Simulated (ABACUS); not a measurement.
**Single-point calculation at one volume of an equation of state of InP (part 1 of 2)**

The run: single-point calculation at one volume of an equation of state of InP (F-43m, 2 atoms in the cell). Method and program: Kohn-Sham DFT of a periodic cell, PBEsol, PseudoDojo NC SR 0.4.1 PBEsol standard, no spin polarisation (ABACUS 3.10.1).

The structure derives from an entry of the Crystallography Open Database. It belongs to a series of runs on one base structure; here: volume scaled by 1.02.

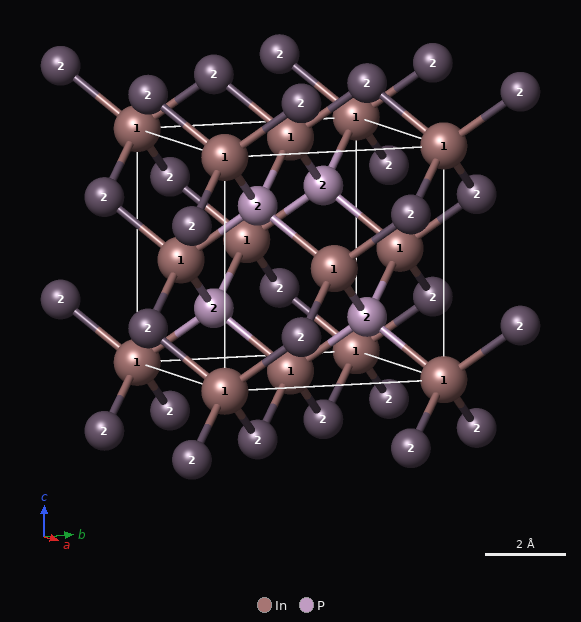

Fig. 1: The structure as given in the input (ball-and-stick view of the cell 4 times as large as that of the calculation, set on its symmetry axes, seen slightly off an axis; neighbours outside the cell are drawn fainter; atoms are numbered from 1 in the order of the input). An atom can appear more than once, as a periodic image. Near neighbours in the periodic cell (some may lie outside the picture): In has 4 P at 2.55 Å; P has 4 In at 2.55 Å.

Results in brief

| quantity | value |
| --- | --- |
| outcome | converged |
| space group (tolerance 0.01 Å) | F-43m (216) |
| electrons treated | 18 |
| free energy | −1992.7946 eV |
| Fermi energy | 7.074 eV |
| gap on the k-point mesh | 0.51 eV |
| pressure | −0.62 GPa |
| largest force (length of the vector) | under 0.001 eV/Å |
| hardware | 4 threads of Intel Xeon (Granite Rapids), 96 GiB of memory available, shared host |
| wall time | 4.6 s (CPU time 18 s) |
| peak memory | 0.36 GiB |

Input
```
INPUT_PARAMETERS
suffix              InP
calculation         scf
basis_type          pw
pseudo_dir          ./
symmetry            1
dft_functional      pbesol
ecutwfc             71
pseudo_rcut         7
nspin               1
nbands              13
ks_solver           dav
smearing_method     fd
smearing_sigma      0.00367493
scf_thr             1e-08
scf_nmax            100
mixing_type         broyden
mixing_beta         0.7
cal_force           1
cal_stress          1
kpar                4
```

File STRU
```
ATOMIC_SPECIES
In 114.8180 In.upf
P 30.9738 P.upf

LATTICE_CONSTANT
1.8897261246

LATTICE_VECTORS
0.0000000000 2.9499078504 2.9499078504
2.9499078504 0.0000000000 2.9499078504
2.9499078504 2.9499078504 0.0000000000

ATOMIC_POSITIONS
Direct

In
0.0
1
0.0000000000 0.0000000000 0.0000000000 1 1 1

P
0.0
1
0.7500000000 0.7500000000 0.7500000000 1 1 1
```

File KPT
```
K_POINTS
0
Gamma
8 8 8 0 0 0
```

Run as:
```bash
OMP_NUM_THREADS=1 mpirun -np 4 abacus > log
```

The program's output
```
ABACUS v3.10.1

               Atomic-orbital Based Ab-initio Computation at UStc

 ------------------------------------------------------------------------------------

 READING GENERAL INFORMATION
                           global_out_dir = OUT.InP/
                           global_in_card = INPUT
                               pseudo_dir = ./
                              orbital_dir =
                                    DSIZE = 4
                                    GSIZE = 1

 READING UNITCELL INFORMATION
                                    ntype = 2
                  lattice constant (Bohr) = 1.88973
              lattice constant (Angstrom) = 1

 READING ATOM TYPE 1
                               atom label = In
                      L=0, number of zeta = 1
                      L=1, number of zeta = 1
                      L=2, number of zeta = 1
             number of atom for this type = 1

 READING ATOM TYPE 2
                               atom label = P
                      L=0, number of zeta = 1
                      L=1, number of zeta = 1
                      L=2, number of zeta = 1
             number of atom for this type = 1

                        TOTAL ATOM NUMBER = 2
DIRECT COORDINATES
    atom                   x                   y                   z     mag                  vx                  vy                  vz
taud_In1            0.0000000000        0.0000000000        0.0000000000  0.0000        0.0000000000        0.0000000000        0.0000000000
taud_P1            0.7500000000        0.7500000000        0.7500000000  0.0000        0.0000000000        0.0000000000        0.0000000000

                          Volume (Bohr^3) = 346.459
                             Volume (A^3) = 51.3399

 Lattice vectors: (Cartesian coordinate: in unit of a_0)
                   +0            +2.94991            +2.94991
             +2.94991                  +0            +2.94991
             +2.94991            +2.94991                  +0
 Reciprocal vectors: (Cartesian coordinate: in unit of 2 pi/a_0)
            -0.169497           +0.169497           +0.169497
            +0.169497           -0.169497           +0.169497
            +0.169497           +0.169497           -0.169497
 The esolver type has been set to : ksdft_pw

                PAO radial cut off (Bohr) = 7

 Read in pseudopotential file is In.upf
                     pseudopotential type = NC
          exchange-correlation functional = PBESOL
                 nonlocal core correction = 1
                        valence electrons = 13
                                     lmax = 2
                           number of zeta = 3
                     number of projectors = 6
                           L of projector = 0
                           L of projector = 0
                           L of projector = 1
                           L of projector = 1
                           L of projector = 2
                           L of projector = 2
                PAO radial cut off (Bohr) = 7

 Read in pseudopotential file is P.upf
                     pseudopotential type = NC
          exchange-correlation functional = PBESOL
                 nonlocal core correction = 1
                        valence electrons = 5
                                     lmax = 2
                           number of zeta = 2
                     number of projectors = 6
                           L of projector = 0
                           L of projector = 0
                           L of projector = 1
                           L of projector = 1
                           L of projector = 2
                           L of projector = 2
     initial pseudo atomic orbital number = 13

 SETUP THE ELECTRONS NUMBER
            electron number of element In = 13
      total electron number of element In = 13
             electron number of element P = 5
       total electron number of element P = 5
            AUTOSET number of electrons:  = 18
                           occupied bands = 9
                                   NBANDS = 13
                                   NLOCAL = 18

%%%%%%%%%%%%%%%%%%%%%%%%%%%%%%%%%%%%%%%%%%%%%%%%%%%%%%%%%%%%%%%%%%%%%%%%%%%%%%%%%%%%%%%%%%%%%%%%%%%%%%%%%%
 Warning: the number of valence electrons in pseudopotential > 3 for In: [Kr] 4d10 5s2 5p1
 Pseudopotentials with additional electrons can yield (more) accurate outcomes, but may be less efficient.
 If you're confident that your chosen pseudopotential is appropriate, you can safely ignore this warning.
%%%%%%%%%%%%%%%%%%%%%%%%%%%%%%%%%%%%%%%%%%%%%%%%%%%%%%%%%%%%%%%%%%%%%%%%%%%%%%%%%%%%%%%%%%%%%%%%%%%%%%%%%%

 SETUP THE PLANE WAVE BASIS
 energy cutoff for charge/potential (unit:Ry) = 284
            fft grid for charge/potential = [ 45, 45, 45 ]
                        fft grid division = [ 1, 1, 1 ]
        big fft grid for charge/potential = [ 45, 45, 45 ]
                                     nbxx = 91125
                                     nrxx = 91125

 SETUP PLANE WAVES FOR CHARGE/POTENTIAL
                    number of plane waves = 27941
                         number of sticks = 1213

 PARALLEL PW FOR CHARGE/POTENTIAL
     PROC   COLUMNS(POT)             PW
        1           1213          27941
 --------------- sum -------------------
        1           1213          27941
                            number of |g| = 300
                                  max |g| = 25.5977
                                  min |g| = 0

----------- Double Check Mixing Parameters Begin ------------
mixing_type: broyden
mixing_beta: 0.7
mixing_gg0: 1
mixing_gg0_min: 0.1
mixing_ndim: 8
----------- Double Check Mixing Parameters End ------------

 LATTICE VECTORS: (CARTESIAN COORDINATE: IN UNIT OF A0)
                   +0            +2.94991            +2.94991
             +2.94991                  +0            +2.94991
             +2.94991            +2.94991                  +0
                       right hand lattice = 1
                                   NORM_A = 4.1718
                                   NORM_B = 4.1718
                                   NORM_C = 4.1718
                           ALPHA (DEGREE) = 60
                           BETA  (DEGREE) = 60
                           GAMMA (DEGREE) = 60

 The lattice vectors have been changed (STRU_SIMPLE.cif)

(for optimal symmetric configuration:)
                             BRAVAIS TYPE = 3
                     BRAVAIS LATTICE NAME = 03. Cubic F (face-centered)
                                    ibrav = 3
                                    IBRAV = 3
                                  BRAVAIS = FACE CENTERED CUBIC
                       LATTICE CONSTANT A = 5.89982
Original cell was already a primitive cell.
                        ROTATION MATRICES = 48
              PURE POINT GROUP OPERATIONS = 24
                   SPACE GROUP OPERATIONS = 24
                                       C2 = 3
                                       C3 = 8
                                       C4 = 0
                                       C6 = 0
                                       S1 = 6
                                       S3 = 0
                                       S4 = 6
                                       S6 = 0
                              POINT GROUP = T_d
                                       C2 = 3
                                       C3 = 8
                                       C4 = 0
                                       C6 = 0
                                       S1 = 6
                                       S3 = 0
                                       S4 = 6
                                       S6 = 0
               POINT GROUP IN SPACE GROUP = T_d

 SETUP K-POINTS
                                    nspin = 1
                   Input type of k points = Monkhorst-Pack(Gamma)
                                   nkstot = 512
                       right hand lattice = 1
(for reciprocal lattice: )
                             BRAVAIS TYPE = 2
                     BRAVAIS LATTICE NAME = 02. Cubic I (body-centered)
                                    ibrav = 2
                       right hand lattice = 1
(for k-lattice: )
                             BRAVAIS TYPE = 2
                     BRAVAIS LATTICE NAME = 02. Cubic I (body-centered)
                                    ibrav = 2
                       right hand lattice = 1
                        ROTATION MATRICES = 48
                               nkstot_ibz = 29
K-POINTS REDUCTION ACCORDING TO SYMMETRY
     IBZ    DIRECT_X    DIRECT_Y    DIRECT_Z  WEIGHT  ibz2bz
       1  0.00000000  0.00000000  0.00000000  0.0020       0
       2  0.12500000  0.12500000  0.12500000  0.0156       1
       3  0.25000000  0.25000000  0.25000000  0.0156       2
       4  0.37500000  0.37500000  0.37500000  0.0156       3
       5  0.50000000  0.50000000  0.50000000  0.0078       4
       6  0.12500000  0.12500000  0.00000000  0.0117       9
       7  0.25000000  0.25000000  0.12500000  0.0469      10
       8  0.37500000  0.37500000  0.25000000  0.0469      11
       9  0.50000000  0.50000000  0.37500000  0.0469      12
      10  0.50000000  0.37500000  0.37500000  0.0469      13
      11  0.37500000  0.25000000  0.25000000  0.0469      14
      12  0.12500000  0.12500000  0.25000000  0.0234      15
      13  0.25000000  0.25000000  0.00000000  0.0117      18
      14  0.37500000  0.37500000  0.12500000  0.0469      19
      15  0.50000000  0.50000000  0.25000000  0.0469      20
      16 -0.37500000  0.37500000  0.37500000  0.0469      21
      17  0.50000000  0.25000000  0.25000000  0.0234      22
      18  0.37500000  0.37500000  0.00000000  0.0117      27
      19  0.50000000  0.50000000  0.12500000  0.0469      28
      20 -0.25000000  0.37500000  0.37500000  0.0234      29
      21  0.50000000  0.50000000  0.00000000  0.0059      36
      22  0.37500000  0.25000000  0.12500000  0.0469      83
      23  0.50000000  0.37500000  0.25000000  0.0938      84
      24  0.50000000  0.37500000 -0.37500000  0.0469      85
      25  0.50000000  0.37500000  0.12500000  0.0469      92
      26  0.50000000  0.37500000 -0.25000000  0.0938      93
      27 -0.37500000  0.37500000  0.25000000  0.0469      94
      28 -0.12500000  0.50000000  0.37500000  0.0234     101
      29  0.50000000  0.25000000 -0.25000000  0.0117     166

                               nkstot now = 29
[... K-POINTS DIRECT COORDINATES: 29 rows ...]

           k-point number in this process = 8
       minimum distributed K point number = 7
[... stars of the k points ...]

[... K-POINTS CARTESIAN COORDINATES: 8 rows ...]

[... K-POINTS DIRECT COORDINATES: 8 rows ...]

 SETUP PLANE WAVES FOR WAVE FUNCTIONS
     energy cutoff for wavefunc (unit:Ry) = 71
              fft grid for wave functions = [ 45, 45, 45 ]
                    number of plane waves = 4111
                         number of sticks = 349

 PARALLEL PW FOR WAVE FUNCTIONS
     PROC   COLUMNS(POT)             PW
        1            349           4111
 --------------- sum -------------------
        1            349           4111

 SETUP NONLOCAL PSEUDOPOTENTIALS IN PLANE WAVE BASIS
 In non-local projectors:
 projector 1 L=0
 projector 2 L=0
 projector 3 L=1
 projector 4 L=1
 projector 5 L=2
 projector 6 L=2
 P non-local projectors:
 projector 1 L=0
 projector 2 L=0
 projector 3 L=1
 projector 4 L=1
 projector 5 L=2
 projector 6 L=2
      TOTAL NUMBER OF NONLOCAL PROJECTORS = 36

 Init Non-Local PseudoPotential table :
 Init Non-Local-Pseudopotential done.

                                     npwx = 3523
```
